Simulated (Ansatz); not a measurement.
**Geometry relaxation of BAsH6 (part 2 of 2)**

The same run, continued: BAsH6 (8 atoms in the cell); DFT PBE, scalar-relativistic, plane waves, PAW, no spin polarisation (Ansatz 0.2.0); cutoff 420 eV, 1×1×1 k-mesh, Gaussian smearing of 0.05 eV. The structure derives from an entry of the Crystallography Open Database. It belongs to a series of runs on one base structure; here: cluster of 2 atoms cut as a sphere about bond, cut bonds capped with H.

Geometry of the input (Å; fractional positions):
```
10.8000  0.0000  0.0000
0.0000  11.1000  0.0000
0.0000  0.0000  11.4000
B  0.4355  0.4373  0.5611
As 0.5468  0.5456  0.4556
H  0.4991  0.3754  0.6214
H  0.3719  0.4992  0.6214
H  0.3719  0.3754  0.5008
H  0.4656  0.6246  0.3786
H  0.6281  0.4665  0.3786
H  0.6281  0.6246  0.5326
```

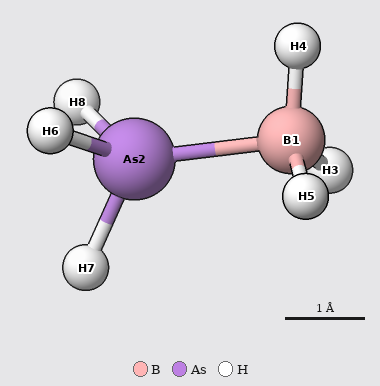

The geometry at step 2 of the log (ball-and-stick view of the molecule without its box, seen at a tilt; atoms are numbered from 1 in the order of the input).

**The program's output, continued**
```
SCF iter   1: F=—  HF=-5106.856145 eV  |F-HF|=—  |Δ(HF+E_count)|=         —  Δρ=1.47e-3  dr2=3.41e-2  ethr=1.84e-3  ⟨swp⟩=3.0  Hψ=51  notcnv=0  defer=4
preconditioner: auto → Resta (q_TF=auto, 1.391 Å⁻¹)  ε∞=1.1  [insulator: Δε(μ)=6.145 eV  Ē_g=10.272 eV  σ=0.050 eV  W_gap=1.00  n_scr=72 (ndim 8)  ℏωp=3.8 eV  f_vac=0.876  D(μ)=0.00/eV (n_scr^D=0)  ε∞_Penn≈1.1  vacuum switching on, ρ_ref=7.7e-3 e/Å³]
SCF iter   2: F=—  HF=-5106.846904 eV  |F-HF|=—  |Δ(HF+E_count)|=   9.24e-3  Δρ=6.56e-4  dr2=3.11e-3  ethr=1.42e-4  ⟨swp⟩=3.0  Hψ=42  notcnv=0  defer=4
SCF iter   3: F=—  HF=-5106.846929 eV  |F-HF|=—  |Δ(HF+E_count)|=   2.51e-5  Δρ=2.83e-4  dr2=4.88e-4  ethr=1.30e-5  ⟨swp⟩=2.0  Hψ=22  notcnv=0  defer=4
SCF iter   4: F=—  HF=-5106.847056 eV  |F-HF|=—  |Δ(HF+E_count)|=   1.28e-4  Δρ=5.08e-5  dr2=2.43e-5  ethr=2.03e-6  ⟨swp⟩=2.0  Hψ=23  notcnv=0  defer=4
SCF iter   5: F=-5106.847062 eV  HF=-5106.847062 eV  |F-HF|=2.17e-7  |Δ(HF+E_count)|=   5.72e-6  Δρ=6.77e-6  dr2=8.97e-7  ethr=1.01e-7  ⟨swp⟩=21.0  Hψ=220  notcnv=0
SCF 3 converged in 5 iterations: F = -5106.847062 eV  dr2 = 8.97e-7
relax step   3: F+E_penalty+E_count = -5106.84706184 eV  Δ(F+E_penalty+E_count) = -4.684e-2 eV  max|allowed force component| = 6.511e-2 eV/Å  Δτ_max = 0.0518 Å  (5 SCF iters, dr2 threshold 4.29e-5 eV, accepted)
SCF iter   1: F=—  HF=-5106.847894 eV  |F-HF|=—  |Δ(HF+E_count)|=         —  Δρ=2.97e-4  dr2=9.09e-4  ethr=4.43e-5  ⟨swp⟩=2.0  Hψ=47  notcnv=0  defer=4
preconditioner: auto → Resta (q_TF=auto, 1.391 Å⁻¹)  ε∞=1.1  [insulator: Δε(μ)=6.009 eV  Ē_g=10.203 eV  σ=0.050 eV  W_gap=1.00  n_scr=72 (ndim 8)  ℏωp=3.8 eV  f_vac=0.876  D(μ)=0.00/eV (n_scr^D=0)  ε∞_Penn≈1.1  vacuum switching on, ρ_ref=7.5e-3 e/Å³]
SCF iter   2: F=—  HF=-5106.847690 eV  |F-HF|=—  |Δ(HF+E_count)|=   2.04e-4  Δρ=1.17e-4  dr2=8.82e-5  ethr=3.79e-6  ⟨swp⟩=2.0  Hψ=31  notcnv=0  defer=4
SCF iter   3: F=—  HF=-5106.847656 eV  |F-HF|=—  |Δ(HF+E_count)|=   3.42e-5  Δρ=3.83e-5  dr2=1.01e-5  ethr=3.67e-7  ⟨swp⟩=2.0  Hψ=20  notcnv=0  defer=4
SCF iter   4: F=—  HF=-5106.847658 eV  |F-HF|=—  |Δ(HF+E_count)|=   2.38e-6  Δρ=8.74e-6  dr2=7.15e-7  ethr=4.21e-8  ⟨swp⟩=2.0  Hψ=23  notcnv=0  defer=4
SCF iter   5: F=-5106.847658 eV  HF=-5106.847658 eV  |F-HF|=1.11e-9  |Δ(HF+E_count)|=   2.48e-7  Δρ=1.32e-6  dr2=1.98e-8  ethr=4.17e-10  ⟨swp⟩=15.0  Hψ=162  notcnv=0
SCF 4 converged in 5 iterations: F = -5106.847658 eV  dr2 = 1.98e-8
relax step   4: F+E_penalty+E_count = -5106.84765819 eV  Δ(F+E_penalty+E_count) = -5.963e-4 eV  max|allowed force component| = 3.638e-2 eV/Å  Δτ_max = 0.0079 Å  (5 SCF iters, accepted)
SCF iter   1: F=—  HF=-5106.847946 eV  |F-HF|=—  |Δ(HF+E_count)|=         —  Δρ=1.42e-4  dr2=3.33e-4  ethr=5.12e-6  ⟨swp⟩=2.0  Hψ=47  notcnv=0  defer=2
preconditioner: auto → Resta (q_TF=auto, 1.391 Å⁻¹)  ε∞=1.1  [insulator: Δε(μ)=6.008 eV  Ē_g=10.193 eV  σ=0.050 eV  W_gap=1.00  n_scr=72 (ndim 8)  ℏωp=3.8 eV  f_vac=0.876  D(μ)=0.00/eV (n_scr^D=0)  ε∞_Penn≈1.1  vacuum switching on, ρ_ref=7.5e-3 e/Å³]
SCF iter   2: F=—  HF=-5106.847860 eV  |F-HF|=—  |Δ(HF+E_count)|=   8.57e-5  Δρ=4.70e-5  dr2=2.42e-5  ethr=1.39e-6  ⟨swp⟩=2.0  Hψ=34  notcnv=0  defer=2
SCF iter   3: F=—  HF=-5106.847817 eV  |F-HF|=—  |Δ(HF+E_count)|=   4.30e-5  Δρ=2.20e-5  dr2=3.43e-6  ethr=1.01e-7  ⟨swp⟩=2.0  Hψ=22  notcnv=0  defer=2
SCF iter   4: F=—  HF=-5106.847818 eV  |F-HF|=—  |Δ(HF+E_count)|=   9.85e-7  Δρ=9.75e-6  dr2=7.18e-7  ethr=1.43e-8  ⟨swp⟩=2.0  Hψ=17  notcnv=0  defer=2
SCF iter   5: F=-5106.847818 eV  HF=-5106.847818 eV  |F-HF|=1.24e-8  |Δ(HF+E_count)|=   1.52e-7  Δρ=2.11e-6  dr2=3.19e-8  ethr=4.17e-10  ⟨swp⟩=12.0  Hψ=143  notcnv=0
SCF 5 converged in 5 iterations: F = -5106.847818 eV  dr2 = 3.19e-8
relax step   5: F+E_penalty+E_count = -5106.84781828 eV  Δ(F+E_penalty+E_count) = -1.601e-4 eV  max|allowed force component| = 1.168e-2 eV/Å  Δτ_max = 0.0063 Å  (5 SCF iters, accepted)
WARN: The output density's exchange-correlation potential varies sharply where the density is thin. Do not read a vacuum level from v_tot or v_xc, or from such a field of the output density. On a cell that repeats whose density bears no net charge and no dipole along the vacuum's axis use v_es (v_loc + v_h of the components); under efield.dipole_correction with no amplitude use v_es + v_field, which holds any external_charges[].barrier, or the levels of the report's work_function block, which leave it out; under a non-zero efield.amplitude the vacuum is tilted and has no level; on a cell that repeats and bears such a dipole with no correction it is tilted too, and efield.dipole_correction with no amplitude gives each side of its ramp a level where efield: is served; in a cell that repeats whose density bears a net charge (total_charge, or a fill off its count) it is curved and has none; of a slab under crystal.periodic whose density bears no net charge use v_es, which has a level on each side, short of where the two are joined; of another it falls or rises all the way out and has none; of a slab beside external_charges read slab_vacuum_level instead, which it has where they leave it neutral. The grid or the basis barely resolves most such structure, and the values can differ between equally converged runs; as a rule a tighter scf.convergence.dr2_threshold does not remove it. Where the density itself ripples (under the LDA too) a higher basis.ecutwfc lessens it. The files hold the spikes' plane waves up to the density's cutoff. Files: v_tot_of_output_density and the like, and their columns of v_z.tsv (output.write_potential); v_xc_of_output_density and the like, and their columns of v_comp_z.tsv (output.write_potential_components). Measured: with its Gaussian average of σ = 0.25 Å subtracted twice, the exchange-correlation potential is over 0.1 eV at 362 of the grid points where the equally averaged density (valence and model cores) is under 1e-3 e/Å³, and 0.724 eV at the most among them, at an averaged density of 1.8e-6 e/Å³. The input density's (outcome.potential() and, of a run that writes arrays, v_tot and v_xc) is over 0.1 eV, so measured, at 372 points of its own thin density, 0.617 eV at the most. See output.write_potential in the manual, Limitations
SCF converged after 5 iterations
Free energy (F): -5106.847818 eV
Harris-Foulkes:  -5106.847818 eV  (|F-HF|=1.24e-8)
Internal energy: -5106.847818 eV  (E = F + TS)
E sigma→0 (E₀):  -5106.847818 eV
Fermi energy:    -3.995016 eV
--- Per-component energies (eV) ---
  E_band       = -545.654172
  E_kinetic    = 230.305942
  E_local      = -5397.629646  (includes V_loc(G=0)·N_el)
  E_nonlocal   = -647.854236
  E_hartree    = 2615.029610
  E_xc         = -162.948351
  E_vxc        = -183.647590  (∫ρ·V_xc dr)
  E_paw        = -1918.465062  (= ΣΔE_a)
  E_vpaw       = 223.123048  (= ΣTr[D̂ρ^β])
  E_aug_tail   = -0.007506  (compensation charges beyond the density's cutoff)
  E_ewald      = 174.721432
  E_smearing   = -0.000000  (= −TS)
  E_closure    = -0.000000  (closes the sum)
  Σ components = -5106.847818   (vs F -5106.847818, Δ=0.00e0)
--- Forces (eV/Å), atoms counted from 1 ---
  atom   1  B      0.01010844     0.01064337    -0.01166679
  atom   2  As    -0.00290882    -0.00320239     0.00348654
  atom   3  H      0.00121643    -0.00340992     0.00317556
  atom   4  H     -0.00356392     0.00117315     0.00307000
  atom   5  H     -0.00326095    -0.00299377    -0.00081628
  atom   6  H      0.00171343    -0.00200402     0.00211849
  atom   7  H     -0.00176810     0.00147332     0.00200363
  atom   8  H     -0.00163137    -0.00177330    -0.00128006
  max |Σ_I F_I| component: 9.49e-5 eV/Å
--- Band table (eV) ---
  k-point 0: bands = ["-40.6491", "-40.6490", "-40.5570", "-40.5570", "-40.5288", "-17.1196", "-11.8178", "-9.8005", "-9.8003", "-7.3409", "-7.0040", "-7.0030", "-0.9870", "-0.2835", "-0.2819", "0.0611", "0.6199", "0.7500", "0.7877", "1.0435"]
--- Relaxed structure (5 steps of the walk, 5 accepted, 0 SCFs on fresh bases) ---
  F+E_penalty+E_count = -5106.84781828 eV   max|allowed force component| = 1.168e-2 eV/Å
  atoms:
    - { symbol: B, position: [0.4284525883709249, 0.4303870990972312, 0.5677835918039618] }
    - { symbol: As, position: [0.5387221383149364, 0.5376636117596477, 0.4633342355595527] }
    - { symbol: H, position: [0.5043275557428646, 0.3736066921487543, 0.6230675866748374] }
    - { symbol: H, position: [0.3701025532999299, 0.5042280154222316, 0.6230594856283763] }
    - { symbol: H, position: [0.3701074301430499, 0.3736135425797305, 0.4958768133104508] }
    - { symbol: H, position: [0.47850234646728856, 0.6249506889092955, 0.3783371204879631] }
    - { symbol: H, position: [0.6284276109820471, 0.47909203456243876, 0.3783239914608294] }
    - { symbol: H, position: [0.6284340019789585, 0.6249649132206706, 0.5203554879740291] }
--- Löwdin populations: 8 sites ---
  site symbol       q [e]
     0      B      3.5676
     1     As     14.3945
     2      H      0.9413
     3      H      0.9414
     4      H      0.9416
     5      H      0.9689
     6      H      0.9687
     7      H      0.9685
  spilling = 0.012812 (of n_electrons = 24.000000)
```

**Trajectory as extended XYZ (Å, eV, eV/Å), 5 frames, from step=1 to step=5**
```
8
Lattice="10.8000 0.0000 0.0000 0.0000 11.1000 0.0000 0.0000 0.0000 11.4000" Properties=species:S:1:pos:R:3:forces:R:3 step=1 energy=-5106.45118
B     4.7036    4.8536    6.3964   -0.1327  -0.1326   0.1328
As    5.9058    6.0558    5.1942   -1.2305  -1.2327   1.2346
H     5.3907    4.1666    7.0834    0.7295  -0.1218   0.1215
H     4.0166    5.5407    7.0834   -0.1224   0.7304   0.1221
H     4.0166    4.1666    5.7093   -0.1229  -0.1229  -0.7309
H     5.0283    6.9334    4.3166    0.6502   0.1148  -0.1149
H     6.7834    5.1783    4.3166    0.1145   0.6503  -0.1148
H     6.7834    6.9334    6.0717    0.1143   0.1144  -0.6504
8
Lattice="10.8000 0.0000 0.0000 0.0000 11.1000 0.0000 0.0000 0.0000 11.4000" Properties=species:S:1:pos:R:3:forces:R:3 step=2 energy=-5106.80022
B     4.6171    4.7672    6.4828   -0.1716  -0.1718   0.1732
As    5.7947    5.9445    5.3056    0.8283   0.8280  -0.8283
H     5.4386    4.1331    7.1168   -0.0729   0.0649  -0.0651
H     3.9830    5.5886    7.1169    0.0652  -0.0724  -0.0655
H     3.9829    4.1329    5.6615    0.0654   0.0655   0.0715
H     5.2021    6.9548    4.2951   -0.0203  -0.3459   0.3464
H     6.8049    5.3521    4.2949   -0.3465  -0.0202   0.3474
H     6.8051    6.9551    5.8979   -0.3473  -0.3478   0.0202
8
Lattice="10.8000 0.0000 0.0000 0.0000 11.1000 0.0000 0.0000 0.0000 11.4000" Properties=species:S:1:pos:R:3:forces:R:3 step=3 energy=-5106.84706
B     4.6318    4.7818    6.4682   -0.0309  -0.0308   0.0310
As    5.8152    5.9651    5.2850    0.0651   0.0648  -0.0645
H     5.4515    4.1512    7.0988   -0.0148  -0.0062   0.0060
H     4.0013    5.6016    7.0987   -0.0064  -0.0146   0.0060
H     4.0013    4.1512    5.6484   -0.0065  -0.0063   0.0143
H     5.1599    6.9337    4.3163    0.0274  -0.0173   0.0174
H     6.7837    5.3100    4.3162   -0.0171   0.0271   0.0173
H     6.7838    6.9338    5.9400   -0.0170  -0.0171  -0.0269
8
Lattice="10.8000 0.0000 0.0000 0.0000 11.1000 0.0000 0.0000 0.0000 11.4000" Properties=species:S:1:pos:R:3:forces:R:3 step=4 energy=-5106.84766
B     4.6309    4.7809    6.4691   -0.0363  -0.0363   0.0364
As    5.8178    5.9677    5.2824    0.0104   0.0104  -0.0103
H     5.4458    4.1474    7.1026    0.0082   0.0056  -0.0058
H     3.9974    5.5960    7.1025    0.0056   0.0085  -0.0059
H     3.9974    4.1474    5.6540    0.0057   0.0059  -0.0089
H     5.1671    6.9358    4.3141   -0.0033   0.0048  -0.0047
H     6.7859    5.3171    4.3140    0.0049  -0.0036  -0.0045
H     6.7860    6.9361    5.9328    0.0048   0.0046   0.0038
8
Lattice="10.8000 0.0000 0.0000 0.0000 11.1000 0.0000 0.0000 0.0000 11.4000" Properties=species:S:1:pos:R:3:forces:R:3 step=5 energy=-5106.84782
B     4.6273    4.7773    6.4727    0.0101   0.0106  -0.0117
As    5.8182    5.9681    5.2820   -0.0029  -0.0032   0.0035
H     5.4467    4.1470    7.1030    0.0012  -0.0034   0.0032
H     3.9971    5.5969    7.1029   -0.0036   0.0012   0.0031
H     3.9972    4.1471    5.6530   -0.0033  -0.0030  -0.0008
H     5.1678    6.9370    4.3130    0.0017  -0.0020   0.0021
H     6.7870    5.3179    4.3129   -0.0018   0.0015   0.0020
H     6.7871    6.9371    5.9321   -0.0016  -0.0018  -0.0013
```

**Results in brief**

- outcome: converged
- electrons treated: 24
- free energy: −5106.8478 eV
- Fermi energy: −3.995 eV
- gap on the k-point mesh: 6.02 eV
- final volume: 1366.63 Å³
- largest force (length of the vector) at the end: 0.019 eV/Å
- hardware: 4 threads of Arm Neoverse V1, 24 GiB of memory available, shared host
- wall time: 7.5 s (CPU time 27 s)
- peak memory: 0.78 GiB

**Notes**

Warnings of the run: the exchange-correlation potential is rough where the density is thin.
